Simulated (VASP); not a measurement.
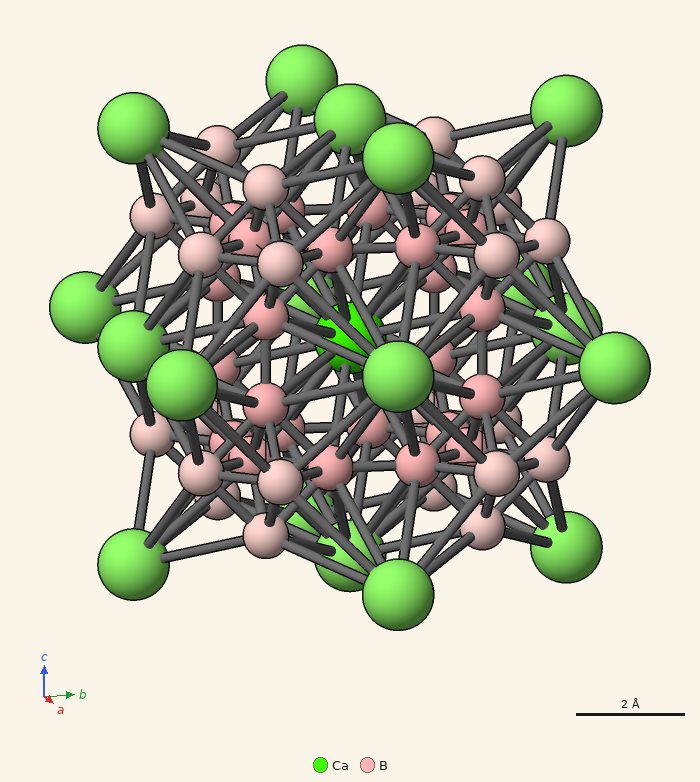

Figure 1. The structure (ball-and-stick view of the cell of the calculation, seen slightly off an axis; neighbours outside the cell are drawn fainter). An atom can appear more than once, as a periodic image.

Run report: CaB₆, band-structure run (part 1 of 2)

The run: band-structure run of CaB₆ (7 atoms in the cell). Method and program: Kohn-Sham DFT of a periodic cell, r2SCAN, VASP PAW PBE potentials, recommended, no spin polarisation (VASP 6.6.1).

The structure derives from an entry of the Crystallography Open Database.

**INCAR**
```
SYSTEM = CaB6
ALGO     = Normal         ! electronic algorithm
EDIFF    = 1E-7           ! SCF threshold, eV
ENCUT    = 520            ! plane-wave cutoff, eV
ISIF     = 2              ! what is computed and relaxed
ISMEAR   = 1              ! smearing method
KPAR     = 2            
LASPH    = .TRUE.         ! aspherical terms in the spheres
LCHARG   = .FALSE.        ! write CHGCAR
LMIXTAU  = .TRUE.       
LREAL    = .FALSE.        ! projectors in reciprocal space
LWAVE    = .FALSE.        ! write WAVECAR
METAGGA  = R2SCAN         ! meta-GGA
NELM     = 80             ! most SCF steps
PREC     = Accurate       ! precision mode
SIGMA    = 0.1            ! smearing width, eV
```

**KPOINTS**
```
k-points
0
G
  10 10 10
  0 0 0
```

**KPOINTS_OPT**
```
explicit points
188
Reciprocal
 0.0000000000  0.0000000000  0.0000000000 1
 0.0000000000  0.0263157895  0.0000000000 1
 0.0000000000  0.0526315789  0.0000000000 1
 0.0000000000  0.0789473684  0.0000000000 1
 0.0000000000  0.1052631579  0.0000000000 1
 0.0000000000  0.1315789474  0.0000000000 1
 0.0000000000  0.1578947368  0.0000000000 1
 0.0000000000  0.1842105263  0.0000000000 1
 0.0000000000  0.2105263158  0.0000000000 1
 0.0000000000  0.2368421053  0.0000000000 1
 0.0000000000  0.2631578947  0.0000000000 1
 0.0000000000  0.2894736842  0.0000000000 1
 0.0000000000  0.3157894737  0.0000000000 1
 0.0000000000  0.3421052632  0.0000000000 1
 0.0000000000  0.3684210526  0.0000000000 1
 0.0000000000  0.3947368421  0.0000000000 1
 0.0000000000  0.4210526316  0.0000000000 1
 0.0000000000  0.4473684211  0.0000000000 1
 0.0000000000  0.4736842105  0.0000000000 1
 0.0000000000  0.5000000000  0.0000000000 1
 0.0000000000  0.5000000000  0.0000000000 1
 0.0263157895  0.5000000000  0.0000000000 1
 0.0526315789  0.5000000000  0.0000000000 1
 0.0789473684  0.5000000000  0.0000000000 1
 0.1052631579  0.5000000000  0.0000000000 1
 0.1315789474  0.5000000000  0.0000000000 1
 0.1578947368  0.5000000000  0.0000000000 1
 0.1842105263  0.5000000000  0.0000000000 1
 0.2105263158  0.5000000000  0.0000000000 1
 0.2368421053  0.5000000000  0.0000000000 1
 0.2631578947  0.5000000000  0.0000000000 1
 0.2894736842  0.5000000000  0.0000000000 1
 0.3157894737  0.5000000000  0.0000000000 1
 0.3421052632  0.5000000000  0.0000000000 1
 0.3684210526  0.5000000000  0.0000000000 1
 0.3947368421  0.5000000000  0.0000000000 1
 0.4210526316  0.5000000000  0.0000000000 1
 0.4473684211  0.5000000000  0.0000000000 1
 0.4736842105  0.5000000000  0.0000000000 1
 0.5000000000  0.5000000000  0.0000000000 1
 0.5000000000  0.5000000000  0.0000000000 1
 0.4736842105  0.4736842105  0.0000000000 1
 0.4473684211  0.4473684211  0.0000000000 1
 0.4210526316  0.4210526316  0.0000000000 1
 0.3947368421  0.3947368421  0.0000000000 1
 0.3684210526  0.3684210526  0.0000000000 1
 0.3421052632  0.3421052632  0.0000000000 1
 0.3157894737  0.3157894737  0.0000000000 1
 0.2894736842  0.2894736842  0.0000000000 1
 0.2631578947  0.2631578947  0.0000000000 1
 0.2368421053  0.2368421053  0.0000000000 1
 0.2105263158  0.2105263158  0.0000000000 1
 0.1842105263  0.1842105263  0.0000000000 1
 0.1578947368  0.1578947368  0.0000000000 1
 0.1315789474  0.1315789474  0.0000000000 1
 0.1052631579  0.1052631579  0.0000000000 1
 0.0789473684  0.0789473684  0.0000000000 1
 0.0526315789  0.0526315789  0.0000000000 1
 0.0263157895  0.0263157895  0.0000000000 1
 0.0000000000  0.0000000000  0.0000000000 1
 0.0000000000  0.0000000000  0.0000000000 1
 0.0263157895  0.0263157895  0.0263157895 1
 0.0526315789  0.0526315789  0.0526315789 1
 0.0789473684  0.0789473684  0.0789473684 1
 0.1052631579  0.1052631579  0.1052631579 1
 0.1315789474  0.1315789474  0.1315789474 1
 0.1578947368  0.1578947368  0.1578947368 1
 0.1842105263  0.1842105263  0.1842105263 1
 0.2105263158  0.2105263158  0.2105263158 1
 0.2368421053  0.2368421053  0.2368421053 1
 0.2631578947  0.2631578947  0.2631578947 1
 0.2894736842  0.2894736842  0.2894736842 1
 0.3157894737  0.3157894737  0.3157894737 1
 0.3421052632  0.3421052632  0.3421052632 1
 0.3684210526  0.3684210526  0.3684210526 1
 0.3947368421  0.3947368421  0.3947368421 1
 0.4210526316  0.4210526316  0.4210526316 1
 0.4473684211  0.4473684211  0.4473684211 1
 0.4736842105  0.4736842105  0.4736842105 1
 0.5000000000  0.5000000000  0.5000000000 1
 0.5000000000  0.5000000000  0.5000000000 1
 0.4736842105  0.5000000000  0.4736842105 1
 0.4473684211  0.5000000000  0.4473684211 1
 0.4210526316  0.5000000000  0.4210526316 1
 0.3947368421  0.5000000000  0.3947368421 1
 0.3684210526  0.5000000000  0.3684210526 1
 0.3421052632  0.5000000000  0.3421052632 1
 0.3157894737  0.5000000000  0.3157894737 1
 0.2894736842  0.5000000000  0.2894736842 1
 0.2631578947  0.5000000000  0.2631578947 1
 0.2368421053  0.5000000000  0.2368421053 1
 0.2105263158  0.5000000000  0.2105263158 1
 0.1842105263  0.5000000000  0.1842105263 1
 0.1578947368  0.5000000000  0.1578947368 1
 0.1315789474  0.5000000000  0.1315789474 1
 0.1052631579  0.5000000000  0.1052631579 1
 0.0789473684  0.5000000000  0.0789473684 1
 0.0526315789  0.5000000000  0.0526315789 1
 0.0263157895  0.5000000000  0.0263157895 1
 0.0000000000  0.5000000000  0.0000000000 1
 0.5000000000  0.5000000000  0.0000000000 1
 0.5000000000  0.5000000000  0.0263157895 1
 0.5000000000  0.5000000000  0.0526315789 1
 0.5000000000  0.5000000000  0.0789473684 1
 0.5000000000  0.5000000000  0.1052631579 1
 0.5000000000  0.5000000000  0.1315789474 1
 0.5000000000  0.5000000000  0.1578947368 1
 0.5000000000  0.5000000000  0.1842105263 1
 0.5000000000  0.5000000000  0.2105263158 1
 0.5000000000  0.5000000000  0.2368421053 1
 0.5000000000  0.5000000000  0.2631578947 1
 0.5000000000  0.5000000000  0.2894736842 1
 0.5000000000  0.5000000000  0.3157894737 1
 0.5000000000  0.5000000000  0.3421052632 1
 0.5000000000  0.5000000000  0.3684210526 1
 0.5000000000  0.5000000000  0.3947368421 1
 0.5000000000  0.5000000000  0.4210526316 1
 0.5000000000  0.5000000000  0.4473684211 1
 0.5000000000  0.5000000000  0.4736842105 1
 0.5000000000  0.5000000000  0.5000000000 1
 0.0000000000  0.0000000000  0.0000000000 1
 0.0079163700  0.0000000000  0.0000000000 1
-0.0079163700  0.0000000000  0.0000000000 1
 0.0230894000  0.0000000000  0.0000000000 1
-0.0230894000  0.0000000000  0.0000000000 1
 0.0055977200  0.0055977200  0.0000000000 1
-0.0055977200 -0.0055977200  0.0000000000 1
 0.0163266700  0.0163266700  0.0000000000 1
-0.0163266700 -0.0163266700  0.0000000000 1
 0.0045705200  0.0045705200  0.0045705200 1
-0.0045705200 -0.0045705200 -0.0045705200 1
 0.0133306700  0.0133306700  0.0133306700 1
-0.0133306700 -0.0133306700 -0.0133306700 1
 0.0055977200 -0.0055977200  0.0000000000 1
-0.0055977200  0.0055977200  0.0000000000 1
 0.0163266700 -0.0163266700  0.0000000000 1
-0.0163266700  0.0163266700  0.0000000000 1
 0.5000000000  0.5000000000  0.0000000000 1
 0.5079163700  0.5000000000  0.0000000000 1
 0.4920836300  0.5000000000  0.0000000000 1
 0.5230894000  0.5000000000  0.0000000000 1
 0.4769106000  0.5000000000  0.0000000000 1
 0.5055977200  0.5055977200  0.0000000000 1
 0.4944022800  0.4944022800  0.0000000000 1
 0.5163266700  0.5163266700  0.0000000000 1
 0.4836733300  0.4836733300  0.0000000000 1
 0.5045705200  0.5045705200  0.0045705200 1
 0.4954294800  0.4954294800 -0.0045705200 1
 0.5133306700  0.5133306700  0.0133306700 1
 0.4866693300  0.4866693300 -0.0133306700 1
 0.5055977200  0.4944022800  0.0000000000 1
 0.4944022800  0.5055977200  0.0000000000 1
 0.5163266700  0.4836733300  0.0000000000 1
 0.4836733300  0.5163266700  0.0000000000 1
 0.5000000000  0.5000000000  0.5000000000 1
 0.5079163700  0.5000000000  0.5000000000 1
 0.4920836300  0.5000000000  0.5000000000 1
 0.5230894000  0.5000000000  0.5000000000 1
 0.4769106000  0.5000000000  0.5000000000 1
 0.5055977200  0.5055977200  0.5000000000 1
 0.4944022800  0.4944022800  0.5000000000 1
 0.5163266700  0.5163266700  0.5000000000 1
 0.4836733300  0.4836733300  0.5000000000 1
 0.5045705200  0.5045705200  0.5045705200 1
 0.4954294800  0.4954294800  0.4954294800 1
 0.5133306700  0.5133306700  0.5133306700 1
 0.4866693300  0.4866693300  0.4866693300 1
 0.5055977200  0.4944022800  0.5000000000 1
 0.4944022800  0.5055977200  0.5000000000 1
 0.5163266700  0.4836733300  0.5000000000 1
 0.4836733300  0.5163266700  0.5000000000 1
 0.0000000000  0.5000000000  0.0000000000 1
 0.0079163700  0.5000000000  0.0000000000 1
-0.0079163700  0.5000000000  0.0000000000 1
 0.0230894000  0.5000000000  0.0000000000 1
-0.0230894000  0.5000000000  0.0000000000 1
 0.0055977200  0.5055977200  0.0000000000 1
-0.0055977200  0.4944022800  0.0000000000 1
 0.0163266700  0.5163266700  0.0000000000 1
-0.0163266700  0.4836733300  0.0000000000 1
 0.0045705200  0.5045705200  0.0045705200 1
-0.0045705200  0.4954294800 -0.0045705200 1
 0.0133306700  0.5133306700  0.0133306700 1
-0.0133306700  0.4866693300 -0.0133306700 1
 0.0055977200  0.4944022800  0.0000000000 1
-0.0055977200  0.5055977200  0.0000000000 1
 0.0163266700  0.4836733300  0.0000000000 1
-0.0163266700  0.5163266700  0.0000000000 1
```

**POSCAR**
```
CaB6                                    
1.0
    4.1300390163      0.0000000000      0.0000000000
    0.0000000000      4.1300390163      0.0000000000
    0.0000000000      0.0000000000      4.1300390163
  Ca              B             
     1     6
Direct
     0.5000000000000000    0.5000000000000000    0.5000000000000000
     0.0000000000000000    0.0000000000000000    0.2984678719884712
     0.0000000000000000    0.0000000000000000    0.7015321280115288
     0.2984678719884712    0.0000000000000000    0.0000000000000000
     0.7015321280115288    0.0000000000000000    0.0000000000000000
     0.0000000000000000    0.2984678719884712    0.0000000000000000
     0.0000000000000000    0.7015321280115288    0.0000000000000000
```

Run on 2 threads of Intel Xeon @ 2.90GHz (Ice Lake), 64 GiB of memory available, shared host.

Run as:
```bash
cat potpaw_PBE.64/Ca_sv/POTCAR potpaw_PBE.64/B/POTCAR > POTCAR
mpirun -np 2 vasp_std > vasp.out
```

**OSZICAR**
```
N       E                     dE             d eps       ncg     rms          rms(c)
DAV:   1     0.149376829479E+03    0.14938E+03   -0.13973E+04  2016   0.150E+03
DAV:   2    -0.548064419547E+02   -0.20418E+03   -0.19966E+03  2660   0.347E+02
DAV:   3    -0.632652112917E+02   -0.84588E+01   -0.84366E+01  3630   0.648E+01
DAV:   4    -0.634230150379E+02   -0.15780E+00   -0.15743E+00  2752   0.729E+00
DAV:   5    -0.634295242199E+02   -0.65092E-02   -0.65059E-02  3202   0.107E+00    0.102E+01
DAV:   6    -0.552032662494E+02    0.82263E+01   -0.81924E+00  2730   0.222E+01    0.565E+00
DAV:   7    -0.539401761181E+02    0.12631E+01   -0.29645E+00  2810   0.112E+01    0.146E+00
DAV:   8    -0.558844304818E+02   -0.19443E+01   -0.15144E+00  2564   0.939E+00    0.932E-01
DAV:   9    -0.542384695900E+02    0.16460E+01   -0.53974E-01  2774   0.596E+00    0.446E-01
DAV:  10    -0.541851652466E+02    0.53304E-01   -0.13881E-01  2784   0.317E+00    0.269E-01
DAV:  11    -0.543774536132E+02   -0.19229E+00   -0.44299E-02  2240   0.220E+00    0.158E-01
DAV:  12    -0.544268959969E+02   -0.49442E-01   -0.36542E-02  2244   0.187E+00    0.516E-02
DAV:  13    -0.544262514942E+02    0.64450E-03   -0.38594E-03  3266   0.619E-01    0.486E-02
DAV:  14    -0.544270588403E+02   -0.80735E-03   -0.87227E-04  2836   0.341E-01    0.344E-02
DAV:  15    -0.544272356989E+02   -0.17686E-03   -0.25460E-04  2724   0.181E-01    0.167E-02
DAV:  16    -0.544271495359E+02    0.86163E-04   -0.13641E-04  2916   0.120E-01    0.108E-02
DAV:  17    -0.544271945717E+02   -0.45036E-04   -0.35615E-05  2466   0.575E-02    0.718E-03
DAV:  18    -0.544271949605E+02   -0.38884E-06   -0.18692E-05  2950   0.398E-02    0.237E-03
DAV:  19    -0.544271970875E+02   -0.21270E-05   -0.18194E-06  3412   0.125E-02    0.784E-04
DAV:  20    -0.544271969108E+02    0.17676E-06   -0.36438E-07  2812   0.513E-03    0.657E-04
DAV:  21    -0.544271969985E+02   -0.87694E-07   -0.90104E-08  1554   0.276E-03
   1 F= -.54427197E+02 E0= -.54427168E+02  d E =-.862933E-04
       N       E                     dE             ncg
DAV:   1    -0.219309420634E+03   -0.31005E+05     2016
DAV:   2    -0.110639472895E+05   -0.10845E+05     2542
DAV:   3    -0.116184920745E+05   -0.55454E+03     3576
DAV:   4    -0.116290527217E+05   -0.10561E+02     2688
DAV:   5    -0.116293854294E+05   -0.33271E+00     3156
DAV:   6    -0.116293908343E+05   -0.54049E-02     2864
DAV:   7    -0.116293909853E+05   -0.15102E-03     3138
DAV:   8    -0.116293909888E+05   -0.34544E-05     2776
DAV:   9    -0.116293909889E+05   -0.12339E-06     2124
DAV:  10    -0.116293909889E+05   -0.10339E-07     1920
       N       E                     dE             ncg
DAV:   1    -0.259172908547E+03   -0.41008E+05     2016
DAV:   2    -0.111732154361E+05   -0.10914E+05     2646
DAV:   3    -0.116997396314E+05   -0.52652E+03     3446
DAV:   4    -0.117113678272E+05   -0.11628E+02     2902
DAV:   5    -0.117116514165E+05   -0.28359E+00     3290
DAV:   6    -0.117116542358E+05   -0.28193E-02     2940
DAV:   7    -0.117116542928E+05   -0.56990E-04     3264
DAV:   8    -0.117116542935E+05   -0.74137E-06     2916
DAV:   9    -0.117116542935E+05   -0.23862E-07     2378
       N       E                     dE             ncg
DAV:   1    -0.281428923867E+03   -0.39508E+05     2016
DAV:   2    -0.110492041421E+05   -0.10768E+05     2572
DAV:   3    -0.116545544288E+05   -0.60535E+03     3494
DAV:   4    -0.116670367868E+05   -0.12482E+02     2862
DAV:   5    -0.116673525605E+05   -0.31577E+00     3228
DAV:   6    -0.116673573893E+05   -0.48288E-02     3002
DAV:   7    -0.116673575002E+05   -0.11090E-03     3418
DAV:   8    -0.116673575011E+05   -0.96231E-06     2946
DAV:   9    -0.116673575012E+05   -0.28042E-07     2500
       N       E                     dE             ncg
DAV:   1     0.307485308679E+05   -0.13401E+05      720
DAV:   2     0.268095561724E+05   -0.39390E+04      882
DAV:   3     0.266079739632E+05   -0.20158E+03     1264
DAV:   4     0.266041397485E+05   -0.38342E+01      920
DAV:   5     0.266040093746E+05   -0.13037E+00     1188
DAV:   6     0.266040076629E+05   -0.17117E-02     1070
DAV:   7     0.266040076361E+05   -0.26833E-04     1182
DAV:   8     0.266040076357E+05   -0.30957E-06     1064
DAV:   9     0.266040076357E+05   -0.63665E-08      884
```

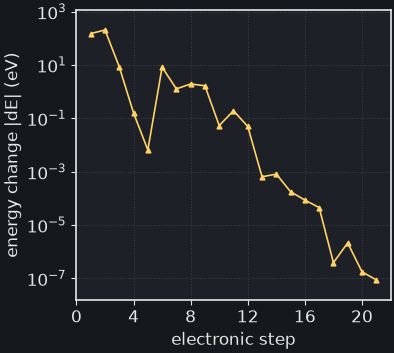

Figure 2. Convergence of the self-consistent field: energy change |dE| against the electronic step. It takes 21 electronic steps. The density is held fixed in the first few steps, and dE rises again when its update begins.

**Parts of OUTCAR**
```
SYSTEM = CaB6
   EDIFF = 1E-7
   ENCUT = 520
   ISIF = 2
   ISMEAR = 1
   LASPH = .TRUE.
   LREAL = .FALSE.
   METAGGA = R2SCAN
   NELM = 80
   PREC = Accurate

 ion  position               nearest neighbor table
   1  0.500  0.500  0.500-
   2  0.000  0.000  0.298-   3 1.66   4 1.74   5 1.74   6 1.74   7 1.74
   3  0.000  0.000  0.702-   2 1.66   4 1.74   5 1.74   6 1.74   7 1.74
   4  0.298  0.000  0.000-   5 1.66   3 1.74   2 1.74   6 1.74   7 1.74
   5  0.702  0.000  0.000-   4 1.66   3 1.74   2 1.74   6 1.74   7 1.74
   6  0.000  0.298  0.000-   7 1.66   3 1.74   4 1.74   5 1.74   2 1.74
   7  0.000  0.702  0.000-   6 1.66   3 1.74   4 1.74   5 1.74   2 1.74

  LATTYP: Found a simple cubic cell.
 ALAT       =     4.1300390163

  Lattice vectors:

 A1 = (   4.1300390163,   0.0000000000,   0.0000000000)
 A2 = (   0.0000000000,   4.1300390163,   0.0000000000)
 A3 = (   0.0000000000,   0.0000000000,   4.1300390163)

Analysis of symmetry for initial positions (statically):
=====================================================================
 Subroutine PRICEL returns:
 Original cell was already a primitive cell.

 Routine SETGRP: Setting up the symmetry group for a
 simple cubic supercell.

 Subroutine GETGRP returns: Found 48 space group operations
 (whereof 48 operations were pure point group operations)
 out of a pool of 48 trial point group operations.

The static configuration has the point symmetry O_h .

Analysis of symmetry for dynamics (positions and initial velocities):
=====================================================================
 Subroutine PRICEL returns:
 Original cell was already a primitive cell.

 Routine SETGRP: Setting up the symmetry group for a
 simple cubic supercell.

 Subroutine GETGRP returns: Found 48 space group operations
 (whereof 48 operations were pure point group operations)
 out of a pool of 48 trial point group operations.

The dynamic configuration has the point symmetry O_h .
```
